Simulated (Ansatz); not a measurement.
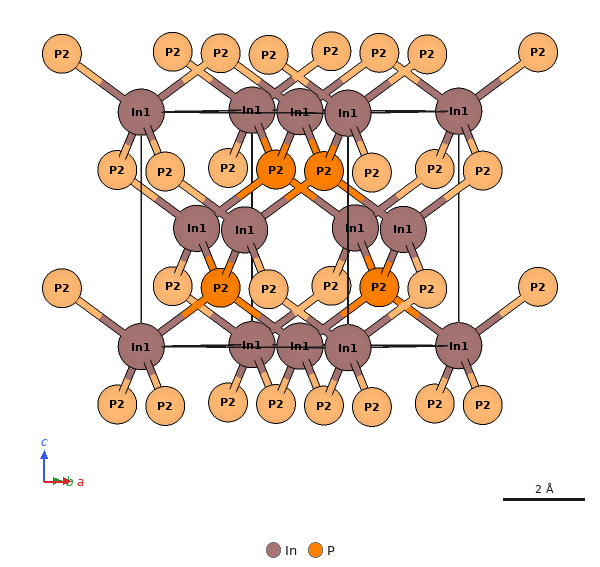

Fig. 1: The structure as given in the input (ball-and-stick view of the cell 4 times as large as that of the calculation, set on its symmetry axes, seen at an oblique angle; neighbours outside the cell are drawn fainter; atoms are numbered from 1 in the order of the input). An atom can appear more than once, as a periodic image.

Geometry relaxation, with input and output: InP

The run: geometry relaxation of InP (F-43m, 2 atoms in the cell). Method and program: DFT PBE, scalar-relativistic, plane waves, PAW, no spin polarisation (Ansatz 0.2.0).

The structure derives from an entry of the Crystallography Open Database. Figures and captions count atoms from 1; the log counts them from 0 in places.

**Input file**
```yaml
crystal:
  lattice:
    - [0.0, -2.9305, -2.9305]
    - [2.9305, 0.0, -2.9305]
    - [2.9305, -2.9305, 0.0]
  atoms:
    - { symbol: In, position: [0.0, 0.0, 0.0] }
    - { symbol: P, position: [0.75, 0.75, 0.75] }
basis:
  ecutwfc: 420
kpoints:
  mp_grid: { grid: [8, 8, 8] }
hamiltonian:
  xc: pbe
scf:
  occupations: { method: gaussian, width: 0.02 }
output:
  forces: true
  stress: true
  eigenvalues: true
  write_density: true
  write_potential: true
  elf: true
  volumetric_format: npy
relax:
  adjacent_minimum: "off"
  f_tol: 0.005
  max_steps: 80
  cell: { stress_tol: 0.05 }
```

Run on 1 thread of AMD EPYC (Zen 5), 32 GiB of memory available, shared host.

Launch command:
```bash
ansatz run input.yaml --threads 1 --pin off --max-ram 2560MiB --backend cpu --events-out ev --progress --plain --runs-dir out
```

**The program's output**
```
Engine: ansatz 0.2.0, x86_64-unknown-linux-gnu
Pseudopotentials: kind: paw
Pseudopotential: In, paw, valence charge 13, recommended cutoff 420 eV (normal), In.paw.azcp
Pseudopotential: P, paw, valence charge 5, recommended cutoff 420 eV (normal), P.paw.azcp
Functional definition: PBE
  parameter kappa = 0.804
  parameter beta = 0.06672455060314922
  exchange = pbe_x(kappa = kappa, mu = beta*pi^2/3)
  correlation = pbe_c(beta = beta)
Crystal: 2 atoms, lattice volume = 50.333 Å³
Basis set: ecut = 420 eV, 941 PW (Γ), exchange–correlation on 60×60×60 points (8 copies of the dense FFT grid, shifted against one another)
Bands: 13, of which v1, the nominal top of the filled ones, is band 9 counted from 1 (8 counted from 0)
Symmetry: 24 space group operations
Space group: F-43m (ITA 216), of the structure as read, at distance tolerance 3.7e-5 Å
k-points: 29 of 512 (time reversal used)
Non-local potential: In, projectors of the file, l = 0: 2, l = 1: 2, l = 2: 2, l = 3: 2
Non-local potential: P, projectors of the file, l = 0: 2, l = 1: 2, l = 2: 2
PAW form: soft (Blöchl's): semilocal exchange-correlation on the pseudo side does not see the compensation charge
PAW one-centre angular grid: In, 590 points (default); XC on 64 Gauss nodes
PAW one-centre angular grid: P, 110 points (default); XC on 64 Gauss nodes
Initial density: superposition of atomic densities (neutral atoms: chi_scale 0, normalization atom), corrected by the library's trained network
Initial wavefunctions: pseudopotential atomic-orbital guess
Functional: x = pbe(κ = 0.804, μ = 0.2195149727645171), c = pbe(β = 0.06672455060314922)
SCF iter   1: F=—  HF=-6353.983265 eV  |F-HF|=—  |Δ(HF+E_count)|=         —  Δρ=1.96e-3  dr2=4.08e-3  ethr=1.77e-3  ⟨swp⟩=6.6  Hψ=2615  notcnv=0
preconditioner: auto → none  [insulator: Δε(μ)=0.702 eV  Ē_g=14.748 eV  σ=0.020 eV  W_gap=1.00  n_scr=14 (ndim 8)  ℏωp=22.2 eV  f_vac=0.021  D(μ)=0.00/eV (n_scr^D=0)  ε∞_Penn≈3.3]
SCF iter   2: F=—  HF=-6353.981166 eV  |F-HF|=—  |Δ(HF+E_count)|=   2.10e-3  Δρ=1.21e-3  dr2=7.30e-4  ethr=2.26e-5  ⟨swp⟩=2.9  Hψ=1078  notcnv=0
SCF iter   3: F=—  HF=-6353.980960 eV  |F-HF|=—  |Δ(HF+E_count)|=   2.07e-4  Δρ=3.63e-4  dr2=6.63e-5  ethr=4.06e-6  ⟨swp⟩=2.0  Hψ=651  notcnv=0
SCF iter   4: F=—  HF=-6353.981006 eV  |F-HF|=—  |Δ(HF+E_count)|=   4.60e-5  Δρ=1.20e-4  dr2=5.58e-6  ethr=3.68e-7  ⟨swp⟩=2.0  Hψ=646  notcnv=0
SCF iter   5: F=—  HF=-6353.981008 eV  |F-HF|=—  |Δ(HF+E_count)|=   1.73e-6  Δρ=6.49e-5  dr2=1.99e-6  ethr=3.10e-8  ⟨swp⟩=2.0  Hψ=638  notcnv=0
SCF iter   6: F=-6353.981007 eV  HF=-6353.981007 eV  |F-HF|=3.20e-8  |Δ(HF+E_count)|=   4.30e-7  Δρ=1.17e-5  dr2=6.10e-8  ethr=5.56e-10  ⟨swp⟩=11.1  Hψ=3602  notcnv=0
SCF 1 converged in 6 iterations: F = -6353.981007 eV  dr2 = 6.10e-8
  greatest PAW one-centre occupation: 0.981 electrons in one spin orbital (limit 2), on the In atom at site 0 (counted from 0), in its partial waves of l = 2
relax step   1: F+E_penalty+E_count = -6353.98100711 eV  Δ(F+E_penalty+E_count) = +0.000e0 eV  max|allowed force component| = 2.591e-16 eV/Å  Δτ_max = 0.0000 Å  P = +3.336 GPa  Ω = 50.333 Å³  (6 SCF iters, dr2 threshold 1.00e-7 eV, accepted)
Crystal: 2 atoms, lattice volume = 53.207 Å³
Basis set: ecut = 420 eV, 1037 PW (Γ), exchange–correlation on 60×60×60 points (8 copies of the dense FFT grid, shifted against one another)
Initial density: handed on by an earlier stage of this run
Initial wavefunctions: those handed on with the density
iter 1 solved again at ethr=3.44e-5 eV; its pass at ethr=3.10e-3 eV (dr2=6.20e-3 eV) is discarded
SCF iter   1: F=—  HF=-6354.006812 eV  |F-HF|=—  |Δ(HF+E_count)|=         —  Δρ=2.44e-3  dr2=6.12e-3  ethr=3.44e-5  ⟨swp⟩=2.0  Hψ=3002  notcnv=0
preconditioner: auto → none  [insulator: Δε(μ)=0.394 eV  Ē_g=14.526 eV  σ=0.020 eV  W_gap=1.00  n_scr=14 (ndim 8)  ℏωp=21.6 eV  f_vac=0.030  D(μ)=0.00/eV (n_scr^D=0)  ε∞_Penn≈3.2]
SCF iter   2: F=—  HF=-6354.005459 eV  |F-HF|=—  |Δ(HF+E_count)|=   1.35e-3  Δρ=9.14e-4  dr2=4.79e-4  ethr=3.40e-5  ⟨swp⟩=2.2  Hψ=608  notcnv=0
SCF iter   3: F=—  HF=-6354.005478 eV  |F-HF|=—  |Δ(HF+E_count)|=   1.90e-5  Δρ=3.97e-4  dr2=8.63e-5  ethr=2.66e-6  ⟨swp⟩=3.0  Hψ=660  notcnv=0
SCF iter   4: F=—  HF=-6354.005521 eV  |F-HF|=—  |Δ(HF+E_count)|=   4.30e-5  Δρ=2.07e-4  dr2=2.32e-5  ethr=4.79e-7  ⟨swp⟩=2.9  Hψ=659  notcnv=0
SCF iter   5: F=—  HF=-6354.005528 eV  |F-HF|=—  |Δ(HF+E_count)|=   6.62e-6  Δρ=4.60e-5  dr2=1.15e-6  ethr=1.29e-7  ⟨swp⟩=3.0  Hψ=670  notcnv=0
SCF iter   6: F=-6354.005528 eV  HF=-6354.005528 eV  |F-HF|=9.42e-9  |Δ(HF+E_count)|=   9.35e-7  Δρ=4.74e-6  dr2=1.71e-8  ethr=1.11e-9  ⟨swp⟩=12.1  Hψ=3137  notcnv=0
SCF 2 converged in 6 iterations: F = -6354.005528 eV  dr2 = 1.71e-8
  Residual-converged pass: ⟨swp⟩=1.1  Hψ=495  notcnv=0  max |occ|·‖R‖ = 6.9e-9 eV (tolerance 1.0e-8 eV)  dr2=1.71e-8  dr2_onsite=7.62e-10  max |Δocc| = 6.7e-55
relax step   2: F+E_penalty+E_count = -6354.00552847 eV  Δ(F+E_penalty+E_count) = -2.452e-2 eV  max|allowed force component| = 9.714e-17 eV/Å  Δτ_max = 0.0000 Å  P = -0.338 GPa  Ω = 53.207 Å³  energy of the carried Pulay correction = -6.762e-4 eV  (6 SCF iters, dr2 threshold 2.00e-7 eV, accepted)
Crystal: 2 atoms, lattice volume = 52.929 Å³
iter 1 solved again at ethr=2.58e-7 eV; its pass at ethr=3.10e-3 eV (dr2=4.64e-5 eV) is discarded
SCF iter   1: F=—  HF=-6354.005922 eV  |F-HF|=—  |Δ(HF+E_count)|=         —  Δρ=2.20e-4  dr2=4.87e-5  ethr=2.58e-7  ⟨swp⟩=2.9  Hψ=2770  notcnv=0
preconditioner: auto → none  [insulator: Δε(μ)=0.442 eV  Ē_g=14.531 eV  σ=0.020 eV  W_gap=1.00  n_scr=14 (ndim 8)  ℏωp=21.7 eV  f_vac=0.019  D(μ)=0.00/eV (n_scr^D=0)  ε∞_Penn≈3.2]
SCF iter   2: F=—  HF=-6354.005912 eV  |F-HF|=—  |Δ(HF+E_count)|=   9.90e-6  Δρ=8.27e-5  dr2=3.80e-6  ethr=2.58e-7  ⟨swp⟩=2.0  Hψ=486  notcnv=0
SCF iter   3: F=—  HF=-6354.005912 eV  |F-HF|=—  |Δ(HF+E_count)|=   4.15e-8  Δρ=3.54e-5  dr2=6.58e-7  ethr=2.11e-8  ⟨swp⟩=3.0  Hψ=665  notcnv=0
SCF iter   4: F=-6354.005912 eV  HF=-6354.005912 eV  |F-HF|=1.11e-8  |Δ(HF+E_count)|=   2.78e-7  Δρ=1.84e-5  dr2=1.76e-7  ethr=1.11e-9  ⟨swp⟩=10.5  Hψ=2969  notcnv=0
SCF 3 converged in 4 iterations: F = -6354.005912 eV  dr2 = 1.76e-7
relax step   3: F+E_penalty+E_count = -6354.00591215 eV  Δ(F+E_penalty+E_count) = -3.837e-4 eV  max|allowed force component| = 6.939e-17 eV/Å  Δτ_max = 0.0000 Å  P = -0.030 GPa  Ω = 52.929 Å³  energy of the carried Pulay correction = -6.124e-4 eV  (4 SCF iters, dr2 threshold 2.00e-7 eV, accepted)
Initial wavefunctions: pseudopotential atomic-orbital guess (no wavefunctions were taken with the density)
iter 1 solved again at ethr=1.09e-6 eV; its pass at ethr=3.10e-3 eV (dr2=1.96e-4 eV) is discarded
SCF iter   1: F=—  HF=-6354.006543 eV  |F-HF|=—  |Δ(HF+E_count)|=         —  Δρ=7.61e-5  dr2=6.21e-7  ethr=1.09e-6  ⟨swp⟩=3.3  Hψ=3570  notcnv=0
eigensolver tolerance schedule: the retry pair's looser diagonalisation over-reported the residual by 315.19 of it (diagonalisation noise at 0.12 of the residual, at the tolerance the schedule requests for it); recorded, not acted on — ethr = c·dr2/N_el stays at c = 1.0e-1
preconditioner: auto → none  [insulator: Δε(μ)=0.440 eV  Ē_g=14.532 eV  σ=0.020 eV  W_gap=1.00  n_scr=14 (ndim 8)  ℏωp=21.7 eV  f_vac=0.019  D(μ)=0.00/eV (n_scr^D=0)  ε∞_Penn≈3.2]
SCF iter   2: F=—  HF=-6354.006545 eV  |F-HF|=—  |Δ(HF+E_count)|=   2.76e-6  Δρ=3.49e-5  dr2=1.47e-7  ethr=3.45e-9  ⟨swp⟩=2.3  Hψ=629  notcnv=0
SCF iter   3: F=—  HF=-6354.006546 eV  |F-HF|=—  |Δ(HF+E_count)|=   7.23e-7  Δρ=9.22e-6  dr2=2.53e-8  ethr=8.18e-10  ⟨swp⟩=2.8  Hψ=637  notcnv=0
SCF iter   4: F=—  HF=-6354.006546 eV  |F-HF|=—  |Δ(HF+E_count)|=   2.59e-8  Δρ=1.81e-6  dr2=8.69e-10  ethr=1.41e-10  ⟨swp⟩=2.0  Hψ=638  notcnv=0
SCF iter   5: F=—  HF=-6354.006546 eV  |F-HF|=—  |Δ(HF+E_count)|=   1.33e-9  Δρ=5.43e-7  dr2=6.62e-11  ethr=4.83e-12  ⟨swp⟩=2.3  Hψ=506  notcnv=0
SCF iter   6: F=-6354.006546 eV  HF=-6354.006546 eV  |F-HF|=4.55e-12  |Δ(HF+E_count)|=  1.39e-10  Δρ=1.08e-7  dr2=3.18e-12  ethr=1.00e-12  ⟨swp⟩=7.9  Hψ=2046  notcnv=0
SCF 4 converged in 6 iterations: F = -6354.006546 eV  dr2 = 3.18e-12
relax step   4: F+E_penalty+E_count = -6354.00654624 eV  Δ(F+E_penalty+E_count) = -6.341e-4 eV  max|allowed force component| = 8.789e-17 eV/Å  Δτ_max = 0.0000 Å  P = -0.029 GPa  Ω = 52.929 Å³  stress off target by 2.86e-2 GPa  SCF on the basis re-selected at this cell (its energy is not comparable with the rows above)  (6 SCF iters)
```

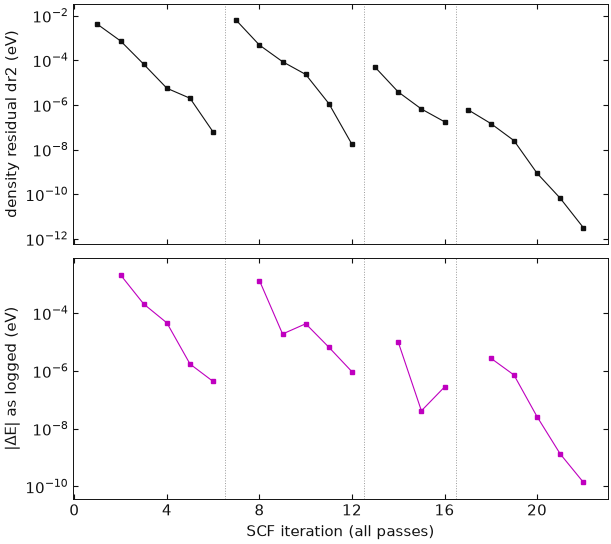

Fig. 2: Convergence of the self-consistent field: density residual dr2 and size of the energy change against the SCF iteration. The dotted lines part the SCF passes of the relaxation: geometry steps, rejected trials and re-solves on a re-selected basis. The passes take 6, 6, 4 and 6 iterations.

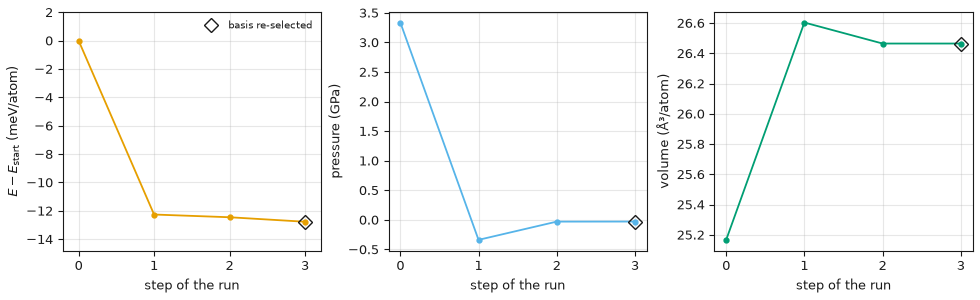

Fig. 3: Progress of the relaxation, step by step (the first geometry is step 0 here and step 1 in the log).

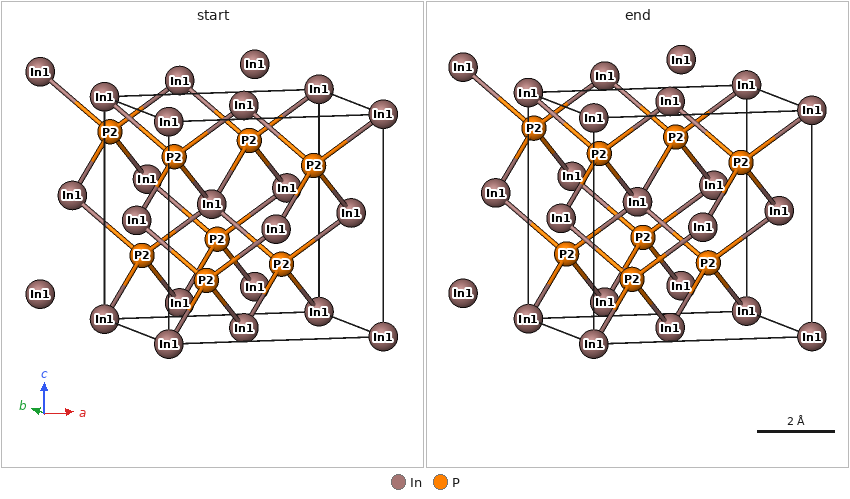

Fig. 4: Before (left) and after (right) the relaxation, at one scale (ball-and-stick view of the cell 4 times as large as that of the calculation, set on its symmetry axes, repeated 1 × 2 × 1, seen slightly off an axis). The atoms keep their places relative to the cell (all moves are under 0.005 Å). The drawn cell changes as follows: a = b = c 5.861 → 5.960 Å (+1.7 %); the volume changes by +5.2 %. Among the contacts that change: In1–P2 2.538 → 2.581 Å. The space group stays F-43m (No. 216). The energy falls by 12.5 meV per atom in 2 geometry steps. All forces vanish by symmetry, so only the cell relaxes. The pressure goes from 3.34 to −0.03 GPa. A last SCF at the same geometry on a re-selected plane-wave basis shifts the energy by −0.3 meV per atom. (Atoms are counted from 1 in the order of the input.)

```
basis re-selected at this cell: Δ(F+E_penalty+E_count) = -6.341e-4 eV, ΔP = +0.001 GPa vs the last step (what re-selecting the basis moved, of the pressure what is left beyond the Pulay correction that the steps carried, after the strain that the cell walked since its last selection, with what the two solves' SCF thresholds leave and, on support functions, any second-order correction that the steps lacked; it is no measure of the basis error at this ecutwfc). This SCF's stress stands 2.86e-2 GPa from its target on what of the cell is left free (relax.cell.stress_tol is 5.00e-2 GPa) and its largest allowed force component is 8.79e-17 eV/Å (relax.f_tol is 5.00e-3 eV/Å): within both
SCF converged after 6 iterations
Free energy (F): -6354.006546 eV
Harris-Foulkes:  -6354.006546 eV  (|F-HF|=4.55e-12)
Internal energy: -6354.006546 eV  (E = F + TS)
E sigma→0 (E₀):  -6354.006546 eV
Fermi energy:    6.595966 eV
--- Per-component energies (eV) ---
  E_band       = -61.237787
  E_kinetic    = 312.196014
  E_local      = -1428.476521  (includes V_loc(G=0)·N_el)
  E_nonlocal   = 401.288701
  E_hartree    = 562.535962
  E_xc         = -275.995901
  E_vxc        = -159.057279  (∫ρ·V_xc dr)
  E_paw        = -4725.137189  (= ΣΔE_a)
  E_vpaw       = -312.260612  (= ΣTr[D̂ρ^β])
  E_aug_tail   = 0.000028  (compensation charges beyond the density's cutoff)
  E_ewald      = -1200.417641
  E_smearing   = -0.000000  (= −TS)
  E_closure    = 0.000000  (closes the sum)
  Σ components = -6354.006546   (vs F -6354.006546, Δ=0.00e0)
--- Forces (eV/Å), atoms counted from 1 ---
  atom   1  In    -0.00000000    -0.00000000     0.00000000
  atom   2  P      0.00000000     0.00000000     0.00000000
  max |Σ_I F_I| component: 6.94e-17 eV/Å
--- Stress (GPa, compression-positive) ---
       -0.028566      -0.000000      -0.000000
       -0.000000      -0.028566       0.000000
       -0.000000       0.000000      -0.028566
  P = ⅓ Tr σ = -0.0286 GPa (-0.286 kbar)
--- Band table (eV; the first three rows and the last of 29) ---
  k-point 0: bands = ["-7.7206", "-7.7206", "-7.7206", "-7.5921", "-7.5921", "-4.8092", "6.3753", "6.3753", "6.3753", "6.8157", "10.4616", "10.4616", "10.4616"]
  k-point 1: bands = ["-7.7357", "-7.7143", "-7.7143", "-7.5920", "-7.5920", "-4.6448", "4.8250", "6.2048", "6.2048", "7.8331", "10.5752", "10.7212", "10.7212"]
  k-point 2: bands = ["-7.7708", "-7.7010", "-7.7010", "-7.5898", "-7.5898", "-4.1868", "3.0280", "5.8614", "5.8614", "8.0272", "11.1288", "11.1288", "11.5539"]
  k-point 28: bands = ["-7.8470", "-7.6703", "-7.6394", "-7.6088", "-7.5792", "-2.5854", "0.9770", "3.6286", "3.6840", "10.5497", "10.6609", "11.8171", "12.5808"]
--- Relaxed structure (3 steps of the walk, 3 accepted, 1 SCFs on fresh bases) ---
  F+E_penalty+E_count = -6354.00654624 eV   max|allowed force component| = 8.789e-17 eV/Å   (the final SCF, on the basis selected at the relaxed cell)
  cell:  # Å, volume = 52.9290 Å³
    - [4.216420357221101e-33, -2.9800342081831652, -2.9800342081831652]
    - [2.9800342081831652, -1.304415240421271e-32, -2.9800342081831652]
    - [2.9800342081831652, -2.9800342081831652, -1.0738496559327456e-32]
  atoms:
    - { symbol: In, position: [1.4567973758943432e-33, -1.5006108308084588e-33, -1.7415848328360945e-33] }
    - { symbol: P, position: [0.7500000000000001, 0.7500000000000001, 0.7500000000000001] }
```

**Trajectory as extended XYZ (Å, eV, eV/Å), 4 frames, from step=1 to step=4**
```
2
Lattice="0.0000 -2.9305 -2.9305 2.9305 0.0000 -2.9305 2.9305 -2.9305 0.0000" Properties=species:S:1:pos:R:3:forces:R:3 step=1 energy=-6353.98101 pressure_GPa=3.34
In    0.0000    0.0000    0.0000    0.0000   0.0000   0.0000
P     4.3957   -4.3957   -4.3957    0.0000   0.0000   0.0000
2
Lattice="0.0000 -2.9852 -2.9852 2.9852 0.0000 -2.9852 2.9852 -2.9852 0.0000" Properties=species:S:1:pos:R:3:forces:R:3 step=2 energy=-6354.00553 pressure_GPa=-0.34
In    0.0000    0.0000    0.0000    0.0000   0.0000   0.0000
P     4.4779   -4.4779   -4.4779    0.0000   0.0000   0.0000
2
Lattice="0.0000 -2.9800 -2.9800 2.9800 0.0000 -2.9800 2.9800 -2.9800 0.0000" Properties=species:S:1:pos:R:3:forces:R:3 step=3 energy=-6354.00591 pressure_GPa=-0.03
In    0.0000    0.0000    0.0000    0.0000   0.0000   0.0000
P     4.4701   -4.4701   -4.4701    0.0000   0.0000   0.0000
2
Lattice="0.0000 -2.9800 -2.9800 2.9800 0.0000 -2.9800 2.9800 -2.9800 0.0000" Properties=species:S:1:pos:R:3:forces:R:3 step=4 energy=-6354.00655 pressure_GPa=-0.03
In    0.0000    0.0000    0.0000    0.0000   0.0000   0.0000
P     4.4701   -4.4701   -4.4701    0.0000   0.0000   0.0000
```

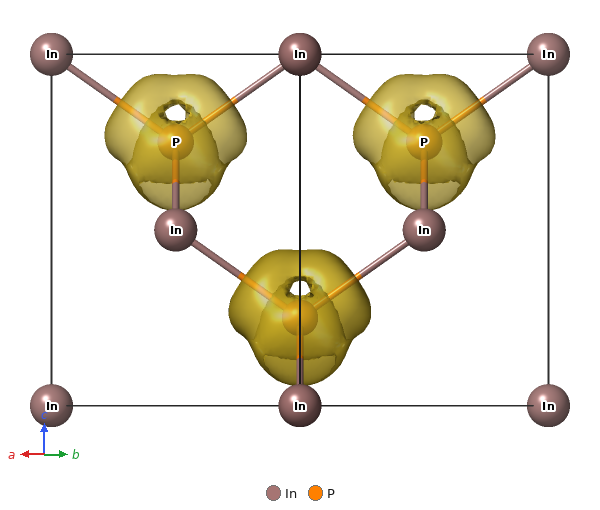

Fig. 5: Isosurface of the ELF at 0.75 (yellow), seen along [110]. Core shells and regions of very low density are left out. Sticks mark near contacts. The outline is the cell set on symmetry axes. Values along the shortest contacts: In–P (2.58 Å): the ELF is about 0.55 at the midpoint. Core electrons are frozen (PAW), so the fields are smoothed inside the atomic spheres.

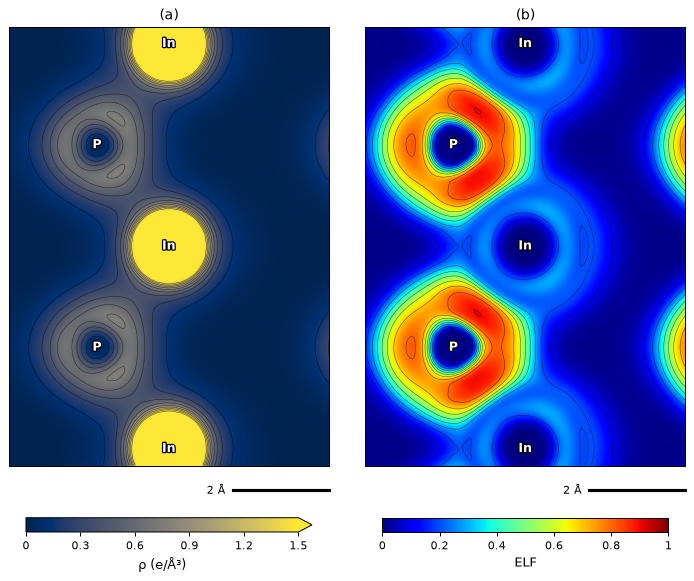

Fig. 6: (a) valence charge density (pseudo); (b) electron localisation function on the (011) plane of the conventional cell. The section cuts through In and P sites. In–P (2.58 Å): ρ is about 0.43 e/Å³ halfway; the ELF is about 0.55 at the midpoint. Away from the nuclei the density in this plane falls to 0.01 e/Å³ at its lowest.

**Summary**

- outcome: converged
- space group (tolerance 0.01 Å): F-43m (216)
- electrons treated: 18
- free energy: −6354.0065 eV
- Fermi energy: 6.596 eV
- gap on the k-point mesh: 0.44 eV
- pressure: −0.03 GPa
- final volume: 52.93 Å³
- largest force (length of the vector) at the end: under 0.001 eV/Å
- final cell: a = 4.214 Å, b = 4.214 Å, c = 4.214 Å, α = 60.00°, β = 60.00°, γ = 60.00°
- wall time: 4.1 s
- peak memory: 0.41 GiB
